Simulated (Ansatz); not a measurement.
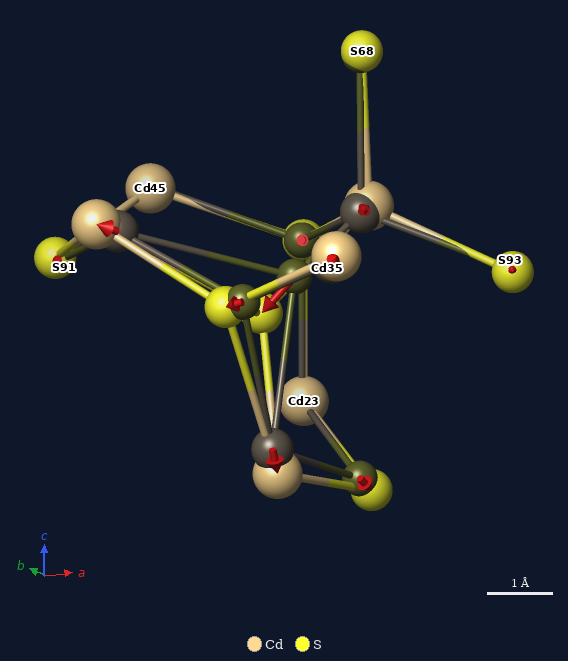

This is a relaxation of a defect cell of composition Cd48S49 (cell charge −1). The starting structure is drawn faded, the final one solid; red arrows show the displacements, at their true length.

The picture is a ball-and-stick view of the atoms within 4.2 Å of the atom that moves most (axes of the cell of the calculation (origin shifted)), seen slightly off an axis.

All numbers below come from Ansatz, DFT, PBEsol, PAW, plane waves. Settings: plane-wave cutoff 420 eV; k-point mesh 1 × 1 × 1; mesh shifted by (0.25, 0.25, 0.25); collinear spin; atoms relaxed in a fixed cell; force threshold 0.03 eV/Å; at most 80 steps.

**Atoms of which element are displaced furthest, and by how much?**

Sulfur: up to 0.77 Å, against 0.44 Å for cadmium.

**Describe the change and its energy.**

The atom that moves furthest is an S atom (0.77 Å along [−3 1 −3]). By element the largest moves are S 0.77 Å, Cd 0.44 Å. The cell doesn't change. Among the contacts that change: Cd–S 1.596 → 2.483 Å, Cd–S 1.964 → 2.493 Å, Cd–S 2.810 → 3.159 Å, Cd–S 2.763 → 2.544 Å. Bond angles that change, for instance: Cd–S–S 137.5° → 117.0°, Cd–S–S 66.9° → 85.2°, Cd–S–S 106.5° → 117.0°. The energy falls by 12.962 eV per cell of the calculation in 8 accepted moves (10 points after the start). The largest force component goes from 36 to 0.0033 eV/Å. The line search rejected the trial steps at points 6, 8 of the run. The forces were under the threshold at step 7, but the run went on from there. The program noted that the starting moments weren't kept. The run took 50 s on 1 × NVIDIA GB300 Max-Q with 8 threads of Arm Neoverse-V2, peak memory 2.9 GiB.

Limits of the set-up: the cell is charged, on a uniform background, and energies carry no finite-size correction.
